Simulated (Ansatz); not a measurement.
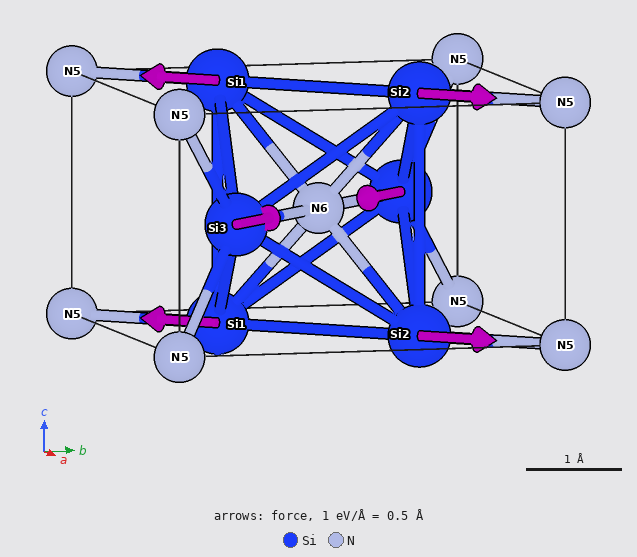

Starting geometry of solid Si$_{2}$N (a generated structure, set up in P4_2/mnm) (coarse preliminary run) with the computed forces as purple arrows. A ball-and-stick model of the cell of the calculation, seen slightly off an axis.

Case: Hf → Si on all its sites, cell and atoms relaxed.

Method: DFT PBE, scalar-relativistic, plane waves, PAW (Ansatz).

Input
```yaml
crystal:
  lattice:
    - [4.2149001088, 0.0, 0.0]
    - [0.0, 4.2149001088, 0.0]
    - [0.0, 0.0, 2.5690295974]
  atoms:
    - { symbol: Si, position: [0.2953028374, 0.2953028374, 0.0] }
    - { symbol: Si, position: [0.7046971626, 0.7046971626, 0.0] }
    - { symbol: Si, position: [0.7953028374, 0.2046971626, 0.5] }
    - { symbol: Si, position: [0.2046971626, 0.7953028374, 0.5] }
    - { symbol: "N", position: [0.0, 0.0, 0.0] }
    - { symbol: "N", position: [0.5, 0.5, 0.5] }
basis:
  ecutwfc: 420
kpoints:
  mp_grid: { grid: [6, 6, 8] }
hamiltonian:
  xc: pbe
scf:
  occupations: { method: gaussian, width: 0.1 }
output:
  forces: true
  stress: true
  eigenvalues: true
relax:
  adjacent_minimum: "off"
  f_tol: 0.05
  max_steps: 60
  cell: { stress_tol: 0.5 }
```

Launched with:
```bash
ansatz run input.yaml --threads 1 --pin off --max-ram 2560MiB --backend cpu --events-out ev --progress --plain --runs-dir out
```

> Is this structure relaxed? If not, where do the atoms go?

It isn't relaxed: the largest force vector, on Si atoms, is 1.89 eV/Å. Measured relative to the changing cell, the final displacements run against the starting forces (cosine between the two patterns −1.00). The largest moves relative to the cell, 0.56 Å, are those of Si1, Si2, Si3 and Si4. Si3 goes along [1 −1 0]. N stays in place. The drawn cell changes as follows: a = b 4.215 → 6.637 Å (+57.5 %), c 2.569 → 2.572 Å (+0.1 %); the volume changes by +148.3 %. Near-neighbour distances that change, for instance: Si1–Si2 3.029 → 5.090 Å, Si1–N5 1.760 → 3.331 Å, Si1–Si3 2.497 → 3.822 Å, Si1–Si2 (another image) 2.440 → 2.723 Å. Bonds break: Si1–N5 (1.76 → 3.33 Å), Si1–Si3 (2.50 → 3.82 Å), Si1–Si4 (2.50 → 3.82 Å), Si2–N5 (1.76 → 3.33 Å). Among the angles between lasting bonds that change: Si1–N6–Si1 92.9° → 86.7°, Si1–N6–Si2 87.1° → 93.3°, N6–Si2–N6 92.9° → 86.7°. The space group stays P4_2/mnm (No. 136). After 20 accepted moves (25 points after the start) the energy has fallen by 1798 meV per atom. Largest force component: 1.3 eV/Å at the start, 0.011 eV/Å at the end. The pressure goes from 137.16 to 0.32 GPa. The line search rejected the trial steps at points 7, 11 of the run. The SCF was repeated 3 times at an unchanged geometry on a basis and grid sized afresh for the cell, which shifted the energy by 90.8 meV per atom at most.
